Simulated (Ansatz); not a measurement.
## Electronic structure of CuI in real space

```
Cu I
1.0
     3.01203   -3.01203    0.00000
     3.01203    3.01203    0.00000
     0.00000    0.00000    5.87346
Cu I
2 2
Direct
  0.00000 0.00000 0.00000
  0.50000 0.50000 0.50000
  0.00000 0.50000 0.25000
  0.50000 0.00000 0.75000
```

Space group I-4m2; started from the zincblende prototype, which need not be the ambient phase; changed on purpose from its base cell (uniaxial z strain -2.5%); computed pressure about 3 GPa in this cell; computed without spin polarisation.

The calculation used DFT, HSE06, plane waves, PAW in Ansatz.

In a PAW calculation such maps are meaningful between the atoms, not at the nuclei.

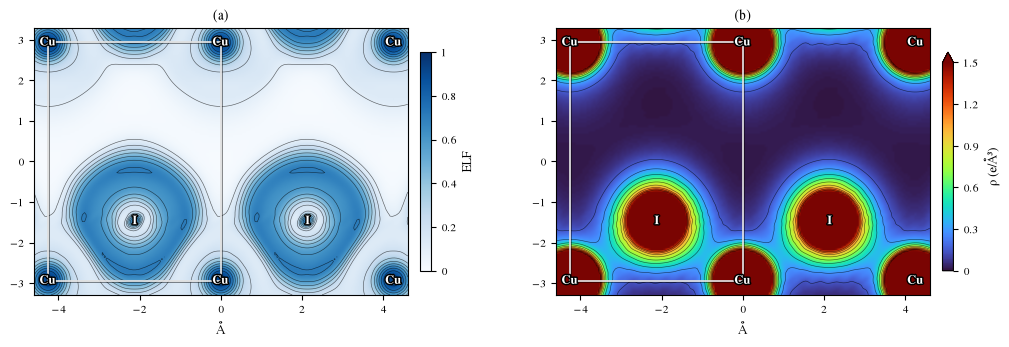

Figure 1. (a) electron localisation function; (b) valence pseudo-density on the (100) plane of the conventional cell.

Interpret the plot.

Answer.
- The plane passes through Cu and I nuclei.
- Cu–I (2.59 Å): ρ is about 0.43 e/Å³ halfway, with its minimum of 0.38 e/Å³ about 1.1 Å from Cu; the ELF is about 0.55 at the midpoint.
- Between the atoms the lowest density in this plane is 0.009 e/Å³.
- The features right at Cu lie inside the PAW spheres, where the map follows smoothed inner orbitals and isn't to be read closely.

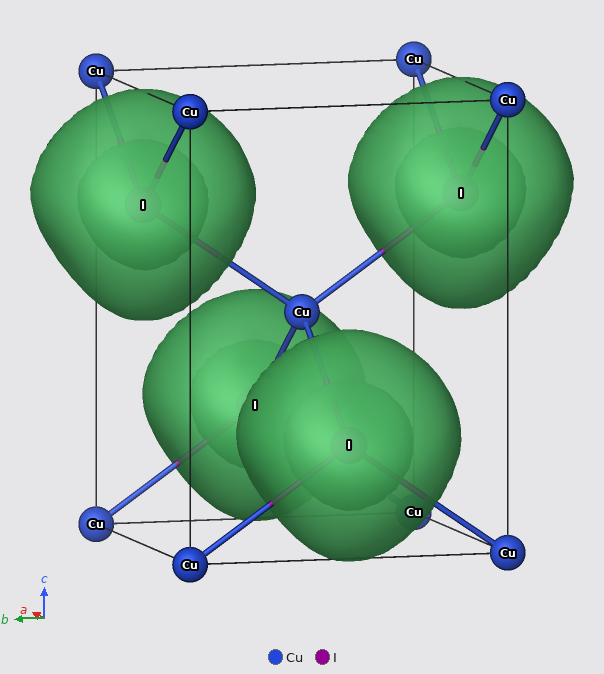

Figure 2. Isosurface of the ELF at 0.6 (green), seen at an oblique angle. Only the valence region is drawn (cores and ρ < 0.01 e/Å³ removed). Sticks mark near contacts.

Where are the electrons localised?

Answer. At this value the surface marks out two regions wrapped around I (the valence shell of each), counted in one cell of 4 atoms. Regions shared between cells count once.

Does the calculation make it a metal, or give it a gap?

Answer. It is gapped, with a Kohn–Sham gap of 2.7 eV on the k-point mesh, an upper bound to the gap of this method.
